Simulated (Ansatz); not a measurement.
# Calculations on Cu

### Vibrations

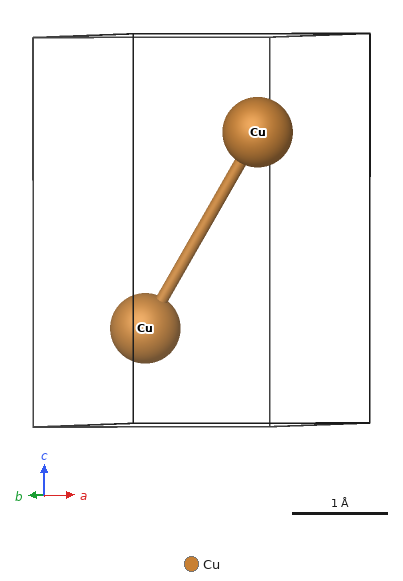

Phonons of crystalline Cu at 0.98 times its rest volume, at the zone centre. The picture is a ball-and-stick view of the cell of the calculation, seen from a free direction.

Computed with Ansatz 0.2.0, DFT PBEsol, scalar-relativistic, plane waves, PAW.

Input file:
```yaml
crystal:
  lattice:
    - [2.5005837351, 0.0, 0.0]
    - [-1.2502918676, 2.1655690388, 0.0]
    - [0.0, 0.0, 4.1010072595]
  atoms:
    - { symbol: Cu, position: [0.3333333333, 0.6666666667, 0.25] }
    - { symbol: Cu, position: [0.6666666667, 0.3333333333, 0.75] }
basis:
  ecutwfc: 420
kpoints:
  mp_grid: { grid: [18, 18, 10] }
hamiltonian:
  xc: pbesol
scf:
  occupations: { method: fermi_dirac, width: 0.15 }
output:
  eigenvalues: true
phonons:
  method: dfpt
  eigenvectors: true
```

Launched with:
```bash
ansatz run input.yaml --threads 1 --pin off --max-ram 3072MiB --backend cpu --events-out ev --progress --plain --runs-dir out
```

The frequencies depend somewhat on the k-mesh and the smearing.

**Which optical modes does it have, at what frequencies, and is it stable there?**

The calculation's cell holds 2 atoms, so there are 3 optical modes, in 2 levels. The optical modes span E₂g + B₁g. No level is unstable.

| level | symmetry | frequency (cm⁻¹) | activity |
| --- | --- | --- | --- |
| 1 | E₂g | 116 | Raman-active |
| 2 | B₁g | 273 | silent |

The displacement patterns (one member of each degenerate set):

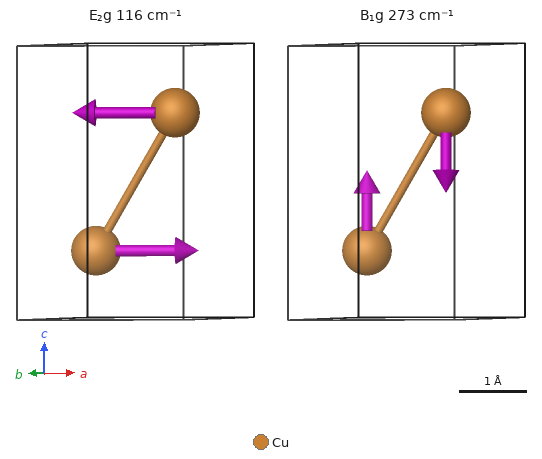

### Vibrations

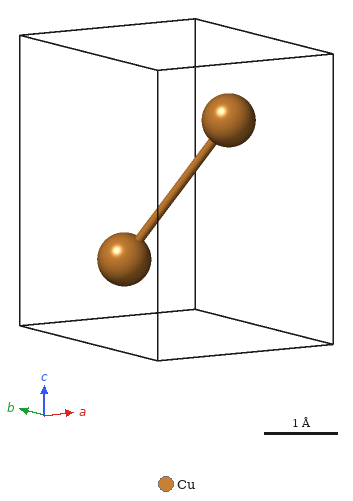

Phonons of a crystal of Cu at 1.02 times its rest volume, at the zone centre. Style: ball-and-stick. Shown: the cell of the calculation, from a free direction.

These are results of DFT PBEsol, scalar-relativistic, plane waves, PAW (Ansatz), not measurements.

Input file:
```yaml
crystal:
  lattice:
    - [2.5339812759, 0.0, 0.0]
    - [-1.2669906379, 2.1944921576, 0.0]
    - [0.0, 0.0, 4.1566229885]
  atoms:
    - { symbol: Cu, position: [0.3333333333, 0.6666666667, 0.25] }
    - { symbol: Cu, position: [0.6666666667, 0.3333333333, 0.75] }
basis:
  ecutwfc: 420
kpoints:
  mp_grid: { grid: [18, 18, 10] }
hamiltonian:
  xc: pbesol
scf:
  occupations: { method: fermi_dirac, width: 0.15 }
output:
  eigenvalues: true
phonons:
  method: dfpt
  eigenvectors: true
```

Command:
```bash
ansatz run input.yaml --threads 1 --pin off --max-ram 3072MiB --backend cpu --events-out ev --progress --plain --runs-dir out
```

The frequencies depend somewhat on the k-mesh and the smearing.

### Which optical modes does it have, at what frequencies, and is it stable there?

The calculation's cell holds 2 atoms, so there are 3 optical modes, in 2 levels. The optical modes span E₂g + B₁g. No level is unstable.

```json
{"level": "1", "symmetry": "E₂g", "frequency (cm⁻¹)": "108", "activity": "Raman-active"}
{"level": "2", "symmetry": "B₁g", "frequency (cm⁻¹)": "248", "activity": "silent"}
```

The modes drawn as arrows (one member of each degenerate set):

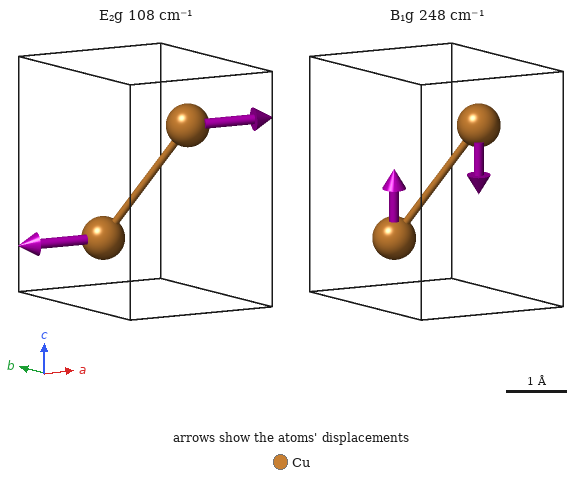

### One mode

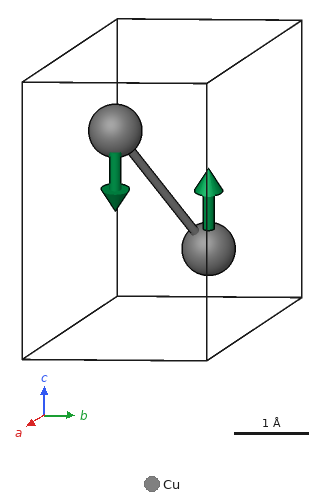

One vibrational mode of a crystal of Cu relaxed at 3 GPa at the zone centre. The green arrows are the displacements of the atoms (eigenvector over the root of the mass), of arbitrary overall length and sign. A ball-and-stick model of the cell of the calculation, seen from a free direction.

Theory: DFT PBEsol, scalar-relativistic, plane waves, PAW in Ansatz.

Input
```yaml
crystal:
  lattice:
    - [2.5029533435, 0.0, 0.0]
    - [-1.2514766718, 2.16762118, 0.0]
    - [0.0, 0.0, 4.1049717965]
  atoms:
    - { symbol: Cu, position: [0.3333333333, 0.6666666667, 0.25] }
    - { symbol: Cu, position: [0.6666666667, 0.3333333333, 0.75] }
basis:
  ecutwfc: 420
kpoints:
  mp_grid: { grid: [18, 18, 10] }
hamiltonian:
  xc: pbesol
scf:
  occupations: { method: fermi_dirac, width: 0.15 }
output:
  eigenvalues: true
phonons:
  method: dfpt
  eigenvectors: true
```

Command:
```bash
ansatz run input.yaml --threads 1 --pin off --max-ram 3072MiB --backend cpu --events-out ev --progress --plain --runs-dir out
```

The frequencies depend somewhat on the k-mesh and the smearing.

Give the symmetry, activity and frequency of this mode.

This is the B₁g mode at 271 cm⁻¹, the highest optical level, silent by symmetry (neither infrared- nor Raman-active). All motion is along c; atoms of one kind move against one another, with no net shift of their sublattice.

### One mode

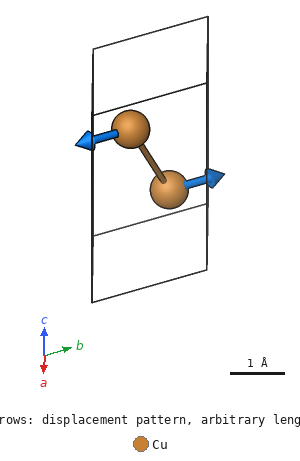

One vibrational mode of solid Cu relaxed at 8 GPa at the zone centre. The blue arrows give the relative displacements of the atoms. A ball-and-stick model of the cell of the calculation, seen from a free direction.

Theory: Ansatz 0.2.0, DFT PBEsol, scalar-relativistic, plane waves, PAW. Settings: plane-wave cutoff 420 eV; k-point mesh 18 × 18 × 10; occupations fermi dirac; smearing width 0.15 eV; target pressure 8 GPa; no spin polarisation.

The frequencies depend somewhat on the k-mesh and the smearing.

### What mode is this, and where does it lie in the spectrum?

This is the E₂g mode (doubly degenerate; one member of the set is drawn) at 120 cm⁻¹, the lowest optical level, Raman-active by symmetry. All motion is along b; atoms of one kind move against one another, with no net shift of their sublattice.

### Softest mode

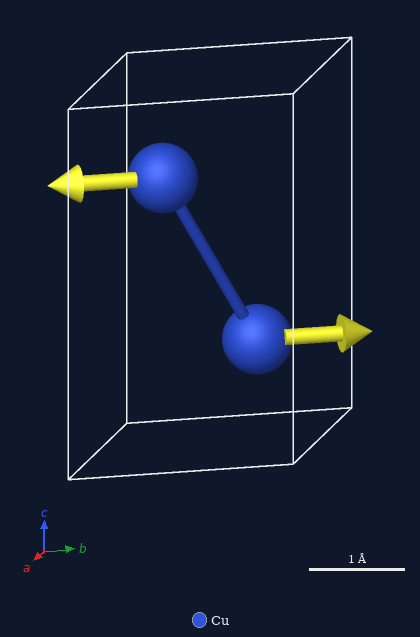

The lowest optical mode of crystalline Cu relaxed at 15 GPa, space group P6₃/mmc (No. 194), at the zone centre. Displacements are drawn as yellow arrows; their common scale and sign are arbitrary. A ball-and-stick model of the cell of the calculation, seen slightly off an axis.

Computed with DFT PBEsol, scalar-relativistic, plane waves, PAW (Ansatz 0.2.0).

Input file:
```yaml
crystal:
  lattice:
    - [2.455765668, 0.0, 0.0]
    - [-1.227882834, 2.1267554542, 0.0]
    - [0.0, 0.0, 4.0263313076]
  atoms:
    - { symbol: Cu, position: [0.3333333333, 0.6666666667, 0.25] }
    - { symbol: Cu, position: [0.6666666667, 0.3333333333, 0.75] }
basis:
  ecutwfc: 420
kpoints:
  mp_grid: { grid: [18, 18, 10] }
hamiltonian:
  xc: pbesol
scf:
  occupations: { method: fermi_dirac, width: 0.15 }
output:
  eigenvalues: true
phonons:
  method: dfpt
  eigenvectors: true
```

Run as
```bash
ansatz run input.yaml --threads 1 --pin off --max-ram 3072MiB --backend cpu --events-out ev --progress --plain --runs-dir out
```

The frequencies depend somewhat on the k-mesh and the smearing.

### Is the structure stable against all modes at this point?

Yes: this softest mode has a real frequency, and so have all others here. That speaks for this wave vector alone: the rest of the zone wasn't checked in this run. This is the E₂g mode (doubly degenerate; one member of the set is drawn) at 127 cm⁻¹, the lowest optical level, Raman-active by symmetry. All motion is along b; atoms of one kind move against one another, with no net shift of their sublattice.
